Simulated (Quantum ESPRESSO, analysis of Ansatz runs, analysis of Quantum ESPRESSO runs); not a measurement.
# Reproducing a measured charge-transition level: substitutional Se in Si (Quantum ESPRESSO), part 2 of 6

Aim: the charge-transition level of substitutional Se in Si, to be set beside the measurement. Set-up: PBE, JTH 2.0 PBE, 32-site cell, PBE lattice, k: the single point 1/4 1/4 1/4 then 2x2x2 shifted, dielectric constants 11.7 and 11.7 (handbook). The model is a cell of 32 host atoms with 1 Si taken out and 1 Se put in. The level is the Fermi energy at which two charge states have equal formation energy, after a correction for the images of the charge. Other potentials or another program check that the number doesn't hang on one set of files.

Quantum ESPRESSO 7.5; PBE, JTH 2.0 PBE, 32-site cell, PBE lattice, k: the single point 1/4 1/4 1/4 then 2x2x2 shifted, dielectric constants 11.7 and 11.7 (handbook).

So far: The structure; Relaxation, charge +2.

## (2) Relaxation, charge +2 (continued)

Level of this step: Quantum ESPRESSO plane-wave DFT, PBE, JTH 2.0 PBE potentials; relaxation of all atoms of a defect supercell (Quantum ESPRESSO).

Relaxation path:

```
step  energy less that of the first step (eV)
   0                                   0.0000
   1                                  -0.5023
   2                                  -0.7417
   3                                  -0.8099
   4                                  -0.8366
   5                                  -0.8611
   6                                  -0.8711
   7                                  -0.8727
   8                                  -0.8740
   9                                  -0.8750
  10                                  -0.8758
  11                                  -0.8766
  12                                  -0.8771
```

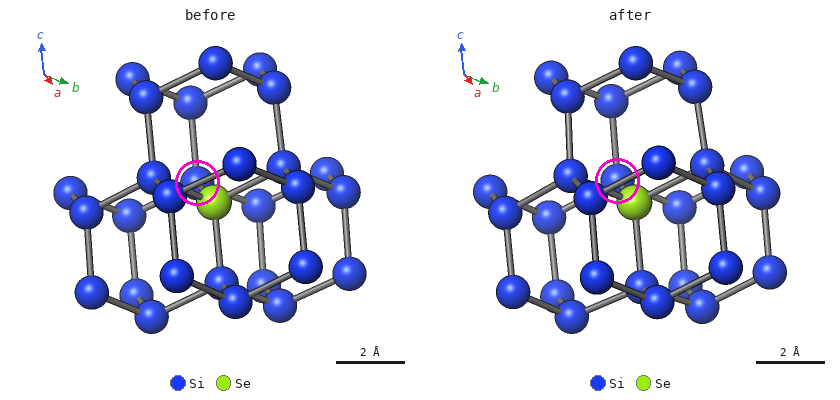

Before and after: the atoms that start within 5 Å of the centre. Si23, which moves most, is ringed if it is among them.

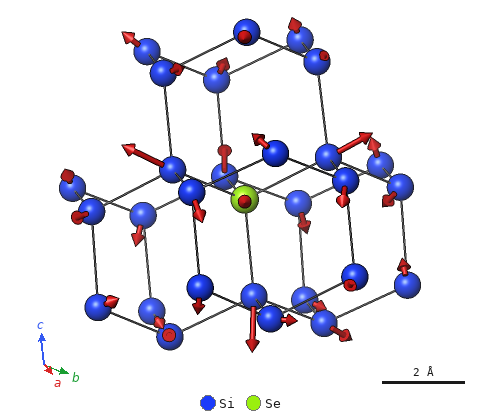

Displacements in the relaxation near the centre, exaggerated; the longest in the cell stands for 0.13 Å.

The atoms that moved most (Å):

```
atom      dx      dy      dz  length
Si23   0.102  -0.044  -0.067   0.130
Si27  -0.096  -0.038   0.067   0.123
Si26  -0.054   0.055  -0.096   0.123
Si32   0.062   0.060   0.056   0.103
 Si4  -0.069   0.015   0.038   0.080
 Si5   0.008  -0.065  -0.043   0.078
Si12   0.037  -0.049   0.043   0.075
Si14  -0.045  -0.003   0.055   0.071
```

The relaxed structure:

```xyz
32
Lattice="-5.4694 5.4694 5.4694 5.4694 -5.4694 5.4694 5.4694 5.4694 -5.4694" Properties=species:S:1:pos:R:3 pbc="T T T"
Si    2.7336    2.7371   -2.7405
Si    2.7059   -0.0116   -0.0221
Si    2.7406   -2.7306    2.7273
Si    8.1745    0.0203    0.0080
Si   -0.0127    2.7077   -0.0182
Si   -0.0123   -0.0138    2.6973
Si    5.4880    2.7684   -0.0243
Si    5.4877   -0.0095    2.7583
Si   -2.7332    2.7375    2.7290
Si    2.7697    5.4887   -0.0236
Se    2.7364    2.7367    2.7282
Si    2.7682   -0.0130    5.4777
Si    0.0153    8.1770    0.0077
Si   -0.0139    5.4909    2.7587
Si   -0.0143    2.7718    5.4769
Si    0.0175    0.0192    8.1645
Si    1.3699    1.3730   -1.3782
Si    1.3737   -1.3713    1.3629
Si    6.8434    1.3780   -1.3789
Si    6.8415   -1.3652    1.3665
Si   -1.3726    1.3726    1.3654
Si    4.1006    4.1007   -1.3821
Si    4.1925    1.2844    1.2716
Si    4.1051   -1.3690    4.0931
Si    1.3754    6.8438   -1.3758
Si    1.2827    4.1968    1.2726
Si    1.2806    1.2829    4.1841
Si    1.3751   -1.3675    6.8318
Si   -1.3701    6.8440    1.3667
Si   -1.3729    4.1055    4.0911
Si   -1.3673    1.3776    6.8310
Si    4.1920    4.1956    4.1820
```

Neighbours of Se11 at the end:

```
atom  distance (Å)
Si23         2.520
Si27         2.520
Si32         2.522
Si26         2.523
 Si5         3.886
Si13         3.887
 Si8         3.887
 Si2         3.888
 Si6         3.889
Si12         3.889
Si15         3.889
 Si4         3.891
Si16         3.891
Si10         3.892
 Si7         3.892
Si14         3.892
```

From the first step to the last the energy fell by 0.877 eV, and the largest move was 0.13 Å (Si23). Judged within 0.08 Å, the space group went from P1 to I-43m.

## (3) Single point, charge +2

The relaxed structure is kept, and the final numbers are taken at the final level and k-points.

This step: Quantum ESPRESSO plane-wave DFT, PBE, JTH 2.0 PBE potentials; single point of a defect supercell.

Input file pw.in:

```
&CONTROL
  calculation = 'scf'
  prefix = 'pwscf'
  outdir = './tmp'
  pseudo_dir = './pseudo'
  tprnfor = .true.
  disk_io = 'low'
/
&SYSTEM
  ibrav = 0
  nat = 32
  ntyp = 2
  ecutwfc = 36
  ecutrho = 216
  nbnd = 68
  occupations = 'smearing'
  smearing = 'fd'
  degauss = 0.00073499
  tot_charge = 2
  nosym = .true.
/
&ELECTRONS
  conv_thr = 3d-08
  electron_maxstep = 100
  mixing_beta = 0.5
/
ATOMIC_SPECIES
Si    28.0850 Si.GGA_PBE-JTH.UPF
Se    78.9710 Se.GGA_PBE-JTH.UPF
CELL_PARAMETERS angstrom
  -5.4694086371    5.4694086371    5.4694086371
   5.4694086371   -5.4694086371    5.4694086371
   5.4694086371    5.4694086371   -5.4694086371
ATOMIC_POSITIONS crystal
Si    -0.0003121533   -0.0006290572    0.5001181267
Si    -0.0030824750    0.2453462440    0.2463064427
[... 1 atom line left out ...]
Si     0.0025892201    0.7480258058    0.7491470613
Si     0.2458702253   -0.0028209122    0.2463719711
Si     0.2453182500    0.2454538079   -0.0023804638
[... 1 atom line left out ...]
Si     0.2512836327    0.7538254157    0.5008034661
[... 2 atom lines left out ...]
Se     0.4995897997    0.4995612852    0.5003381475
Si     0.4995693421    0.7538151675    0.2518725973
Si     0.7482274085    0.0021029188    0.7489150213
[... 1 atom line left out ...]
Si     0.7540750337    0.4993759772    0.2520776699
[... 7 atom lines left out ...]
Si     0.2336605040    0.4995140510    0.5006823680
[... 2 atom lines left out ...]
Si     0.5000010073    0.2336018748    0.5009196898
Si     0.4997781359    0.4995712725    0.2343442962
[... 4 atom lines left out ...]
Si     0.7658578282    0.7655270884    0.7667742634
K_POINTS automatic
2 2 2 1 1 1
```

Input file pp_potential.in:

```
&INPUTPP
  prefix = 'pwscf'
  outdir = './tmp'
  filplot = 'potential.dat'
  plot_num = 11
/
&PLOT
  nfile = 1
  filepp(1) = 'potential.dat'
  iflag = 3
  output_format = 6
  fileout = 'potential.cube'
/
```

The run is started by

```sh
OMP_NUM_THREADS=1 mpirun -n 4 pw.x -nk 2 -in pw.in > pw.out
OMP_NUM_THREADS=1 mpirun -n 4 pp.x -in pp_potential.in > pp_potential.out
```

The log of the run:

```text
[banner, memory and clock lines left out]
          URL

     file Si.GGA_PBE-JTH.UPF: wavefunction(s)  0S 0P renormalized
     file Se.GGA_PBE-JTH.UPF: wavefunction(s)  0S 4P 0P renormalized

     bravais-lattice index     =            0
     lattice parameter (alat)  =      17.9019  a.u.
     unit-cell volume          =    4416.4947 (a.u.)^3
     number of atoms/cell      =           32
     number of atomic types    =            2
     number of electrons       =       128.00
     number of Kohn-Sham states=           68
     kinetic-energy cutoff     =      36.0000  Ry
     charge density cutoff     =     216.0000  Ry
     scf convergence threshold =      3.0E-08
     mixing beta               =       0.5000
     number of iterations used =            8  plain     mixing
     Exchange-correlation= SLA PW PBX PBC
                           (   1   4   3   4   0   0   0)

     celldm(1)=  17.901930  celldm(2)=   0.000000  celldm(3)=   0.000000
     celldm(4)=   0.000000  celldm(5)=   0.000000  celldm(6)=   0.000000

     crystal axes: (cart. coord. in units of alat)
               a(1) = (  -0.577350   0.577350   0.577350 )
               a(2) = (   0.577350  -0.577350   0.577350 )
               a(3) = (   0.577350   0.577350  -0.577350 )

     reciprocal axes: (cart. coord. in units 2 pi/alat)
               b(1) = ( -0.000000  0.866025  0.866025 )
               b(2) = (  0.866025 -0.000000  0.866025 )
               b(3) = (  0.866025  0.866025  0.000000 )

     PseudoPot. # 1 for Si read from file:
     Si.GGA_PBE-JTH.UPF
     Pseudo is Projector augmented-wave + core cor, Zval =  4.0
     Generated using ATOMPAW code
     Shape of augmentation charge: BESSEL
     Using radial grid of  988 points,  4 beta functions with:
                l(1) =   0
                l(2) =   0
                l(3) =   1
                l(4) =   1
     Q(r) pseudized with 0 coefficients

     PseudoPot. # 2 for Se read from file:
     Se.GGA_PBE-JTH.UPF
     Pseudo is Projector augmented-wave + core cor, Zval =  6.0
     Generated using ATOMPAW code
     Shape of augmentation charge: BESSEL
     Using radial grid of 1059 points,  4 beta functions with:
                l(1) =   0
                l(2) =   0
                l(3) =   1
                l(4) =   1
     Q(r) pseudized with 0 coefficients

     atomic species   valence    mass     pseudopotential
     Si                4.00    28.08500     Si( 1.00)
     Se                6.00    78.97100     Se( 1.00)

     No symmetry found

   Cartesian axes

     site n.     atom                  positions (alat units)
         1        Si     tau(   1) = (   0.2885604   0.2889263  -0.2892867  )
         2        Si     tau(   2) = (   0.2856355  -0.0012253  -0.0023340  )
         3        Si     tau(   3) = (   0.2892928  -0.2882377   0.2878933  )
         4        Si     tau(   4) = (   0.8628983   0.0021422   0.0008475  )
         5        Si     tau(   5) = (  -0.0013390   0.2858248  -0.0019183  )
         6        Si     tau(   6) = (  -0.0012961  -0.0014526   0.2847217  )
         7        Si     tau(   7) = (   0.5793102   0.2922365  -0.0025647  )
         8        Si     tau(   8) = (   0.5792816  -0.0010036   0.2911610  )
         9        Si     tau(   9) = (  -0.2885169   0.2889693   0.2880718  )
        10        Si     tau(  10) = (   0.2923690   0.5793817  -0.0024933  )
        11        Se     tau(  11) = (   0.2888539   0.2888868   0.2879898  )
[...]
28        Si     tau(  28) = (   0.1451537  -0.1443574   0.7211669  )
        29        Si     tau(  29) = (  -0.1446322   0.7224560   0.1442664  )
        30        Si     tau(  30) = (  -0.1449226   0.4333778   0.4318543  )
        31        Si     tau(  31) = (  -0.1443315   0.1454243   0.7210789  )
        32        Si     tau(  32) = (   0.4425064   0.4428883   0.4414482  )

     number of k points=     4  Fermi-Dirac smearing, width (Ry)=  0.0007
                       cart. coord. in units 2pi/alat
        k(    1) = (   0.4330127   0.4330127   0.4330127), wk =   0.5000000
        k(    2) = (   0.0000000   0.0000000   0.4330127), wk =   0.5000000
        k(    3) = (   0.0000000   0.4330127   0.0000000), wk =   0.5000000
        k(    4) = (  -0.4330127   0.0000000   0.0000000), wk =   0.5000000

     Dense  grid:   236601 G-vectors     FFT dimensions: (  90,  90,  90)

     Smooth grid:   128951 G-vectors     FFT dimensions: (  72,  72,  72)

     Check: negative core charge=   -0.000010

     Initial potential from superposition of free atoms

     starting charge     129.9826, renormalised to     128.0000

     negative rho (up, down):  1.816E-01 0.000E+00
     Starting wfcs are  256 randomized atomic wfcs
     Checking if some PAW data can be deallocated...

     Self-consistent Calculation

     iteration #  1     ecut=    36.00 Ry     beta= 0.50
     Davidson diagonalization with overlap
     ethr =  1.00E-02,  avg # of iterations =  2.0

     Threshold (ethr) on eigenvalues was too large:
     Diagonalizing with lowered threshold

     Davidson diagonalization with overlap
     ethr =  8.42E-04,  avg # of iterations =  1.0

     negative rho (up, down):  1.863E-01 0.000E+00

     total energy              =   -1638.72865059 Ry
[...]
estimated scf accuracy    <       0.11632170 Ry

     iteration #  4     ecut=    36.00 Ry     beta= 0.50
     Davidson diagonalization with overlap
     ethr =  9.09E-05,  avg # of iterations =  7.8

     negative rho (up, down):  1.833E-01 0.000E+00

     total energy              =   -1638.73776615 Ry
     estimated scf accuracy    <       0.00654017 Ry

     iteration #  5     ecut=    36.00 Ry     beta= 0.50
     Davidson diagonalization with overlap
     ethr =  5.11E-06,  avg # of iterations = 11.2

     negative rho (up, down):  1.830E-01 0.000E+00

     total energy              =   -1638.74011747 Ry
     estimated scf accuracy    <       0.00412981 Ry

     iteration #  6     ecut=    36.00 Ry     beta= 0.50
     Davidson diagonalization with overlap
     ethr =  3.23E-06,  avg # of iterations =  4.2

     negative rho (up, down):  1.830E-01 0.000E+00

     total energy              =   -1638.74103585 Ry
     estimated scf accuracy    <       0.00012878 Ry

     iteration #  7     ecut=    36.00 Ry     beta= 0.50
     Davidson diagonalization with overlap
     ethr =  1.01E-07,  avg # of iterations =  7.5

     negative rho (up, down):  1.830E-01 0.000E+00

     total energy              =   -1638.74110659 Ry
     estimated scf accuracy    <       0.00030641 Ry

     iteration #  8     ecut=    36.00 Ry     beta= 0.50
     Davidson diagonalization with overlap
     ethr =  1.01E-07,  avg # of iterations =  3.2

     negative rho (up, down):  1.830E-01 0.000E+00

     total energy              =   -1638.74115201 Ry
     estimated scf accuracy    <       0.00000574 Ry

     iteration #  9     ecut=    36.00 Ry     beta= 0.50
     Davidson diagonalization with overlap
     ethr =  4.48E-09,  avg # of iterations = 12.8

     negative rho (up, down):  1.830E-01 0.000E+00

     total energy              =   -1638.74116949 Ry
     estimated scf accuracy    <       0.00001735 Ry

     iteration # 10     ecut=    36.00 Ry     beta= 0.50
     Davidson diagonalization with overlap
     ethr =  4.48E-09,  avg # of iterations =  3.0

     negative rho (up, down):  1.830E-01 0.000E+00

     total energy              =   -1638.74117052 Ry
     estimated scf accuracy    <       0.00000113 Ry

     iteration # 11     ecut=    36.00 Ry     beta= 0.50
     Davidson diagonalization with overlap
     ethr =  8.86E-10,  avg # of iterations =  3.5

     negative rho (up, down):  1.830E-01 0.000E+00

     total energy              =   -1638.74117093 Ry
     estimated scf accuracy    <       0.00000073 Ry

     iteration # 12     ecut=    36.00 Ry     beta= 0.50
     Davidson diagonalization with overlap
     ethr =  5.72E-10,  avg # of iterations =  2.0

     negative rho (up, down):  1.830E-01 0.000E+00

     End of self-consistent calculation

          k = 0.4330 0.4330 0.4330 ( 16100 PWs)   bands (ev):

    -8.5853  -4.9198  -4.9188  -4.9184  -4.4281  -3.2292  -3.2283  -3.2275
    -3.0199  -3.0190  -3.0169  -3.0139  -3.0132  -2.9869  -2.9853  -2.9847
    -1.3226  -0.4949  -0.4928  -0.4902  -0.2035  -0.2015  -0.2009  -0.1882
    -0.1875  -0.1872  -0.1760  -0.1754   1.7022   1.7038   1.7066   1.9705
     2.3126   2.3128   2.3140   2.6013   2.6490   2.6499   2.6503   2.6626
     2.6631   2.6763   2.6779   2.6787   3.5632   3.5639   3.5648   3.9049
     3.9069   3.9078   3.9596   3.9605   3.9840   4.0292   4.0303   4.0320
     5.0765   5.0771   5.0780   5.3629   5.3635   5.3915   5.3927   5.3936
     6.5109   7.4088   7.4120   7.4149

          k = 0.0000 0.0000 0.4330 ( 16132 PWs)   bands (ev):

    -8.5857  -5.2957  -4.4560  -4.4542  -4.3450  -4.0449  -3.6435  -3.6115
    -3.6098  -3.3864  -3.0783  -2.6927  -2.6913  -2.5997  -2.0327  -1.6509
[...]
6.5908   7.1711   7.7532   7.8525

          k = 0.0000 0.4330 0.0000 ( 16132 PWs)   bands (ev):

[...]
6.5912   7.1716   7.7532   7.8518

          k =-0.4330 0.0000 0.0000 ( 16132 PWs)   bands (ev):

[...]
-0.2270  -0.2191   0.2565   1.4125   1.4156   1.4178   1.7552   1.8443
     1.8459   1.8610   1.9950   2.4121   2.5663   2.5675   2.8206   3.1285
     3.1290   3.1486   3.4449   3.4655   3.5079   3.5088   3.5951   3.5960
     3.6151   3.6266   3.6725   3.7119   3.7124   4.3778   4.5093   4.5098
     4.7374   4.7544   4.7950   4.7968   4.8119   4.9091   5.2716   5.2723
     6.5906   7.1714   7.7533   7.8534

     the Fermi energy is     5.8736 ev

!    total energy              =   -1638.74117106 Ry
     total all-electron energy =     -1638.741171 Ry
     estimated scf accuracy    <          7.1E-09 Ry
     smearing contrib. (-TS)   =       0.00000000 Ry
     internal energy E=F+TS    =   -1638.74117106 Ry

     The total energy is F=E-TS. E is the sum of the following terms:
     one-electron contribution =      86.26886725 Ry
     hartree contribution      =      19.30584516 Ry
     xc contribution           =    -153.41163546 Ry
     ewald contribution        =    -276.57559431 Ry
     one-center paw contrib.   =   -1314.32865370 Ry

     convergence has been achieved in  12 iterations

     negative rho (up, down):  1.830E-01 0.000E+00

     Forces acting on atoms (cartesian axes, Ry/au):

     atom    1 type  1   force =     0.00006659    0.00015733   -0.00036507
     atom    2 type  1   force =    -0.00121792    0.00048581    0.00050217
     atom    3 type  1   force =    -0.00038734    0.00022600    0.00027260
     atom    4 type  1   force =    -0.00067295   -0.00060613   -0.00027416
     atom    5 type  1   force =     0.00005063   -0.00096823   -0.00007879
     atom    6 type  1   force =     0.00009761    0.00050573   -0.00124907
     atom    7 type  1   force =    -0.00060523    0.00139939    0.00040763
     atom    8 type  1   force =    -0.00031906    0.00008043    0.00104350
     atom    9 type  1   force =    -0.00014135    0.00058843   -0.00027039
     atom   10 type  1   force =     0.00076682   -0.00040040    0.00030619
[...]
atom   28 type  1   force =    -0.00008621   -0.00046902    0.00055568
     atom   29 type  1   force =    -0.00034872    0.00033694   -0.00052425
     atom   30 type  1   force =     0.00090740   -0.00096481   -0.00035403
     atom   31 type  1   force =    -0.00011130   -0.00044247    0.00039932
     atom   32 type  1   force =    -0.00127864   -0.00151558   -0.00092994

     Total force =     0.006461     Total SCF correction =     0.000131
```

Run time: 77 s. Hardware: 4 MPI ranks of Arm Neoverse V1, shared host; peak memory 0.86 GiB.

[end of part 2 of 6]

[Logs are printed without paths, hosts, clocks, repeated set-up lines and the standing remarks that a program may print on its own settings, such as how far it seeks lower states.]

[Hosts, paths, dates, database ids (printed as entryN), source tags and the programs' standing remarks are cut or masked in the printed files.]

[For some hosts the program warned that the k-mesh of the response run may be too coarse for force constants and the static dielectric constant; such warnings are not shown here.]
